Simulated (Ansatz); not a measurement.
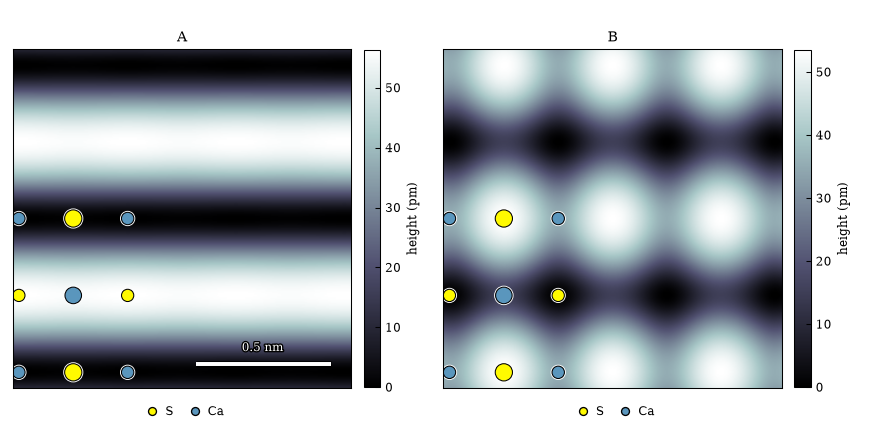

Two constant-current images of the same area of CaS(110) (Fm-3m bulk, 6 atomic planes (those closer than 0.6 Å count as one), 10 Å, CaS-terminated), one at −2.15 V (set point 2.2 × 10⁻⁶ e/Å³) and one at +2.15 V (2.4 × 10⁻⁴ e/Å³), with the atoms seen from above drawn over one corner (deeper ones smaller).

Tersoff–Hamann simulation (s-wave tip); biases are sample biases. Zero bias is put in the middle of the gap by convention. Bias windows are sharp sums over the levels of the k mesh.

Computed with DFT PBEsol, scalar-relativistic, plane waves, PAW in Ansatz. Cutoff 420 eV, 15 × 11 k-points, Gaussian smearing 0.05 eV, dipole correction. The slab is a cut without reconstruction beyond its cell, at the source's lattice constants, with its lower half held fixed and the rest relaxed. No spin polarisation. The run warns that the functional's potential is rough in the thin density of the vacuum, where the tip is; weak contrasts and barriers may feel it.

Which of the two was taken at negative sample bias?

Answer. Image B. The filled states (−2.15 V) are brightest over the top S atoms, the empty states (+2.15 V) over the sites above the S atoms 2.0 Å below the top plane and the top Ca atoms.
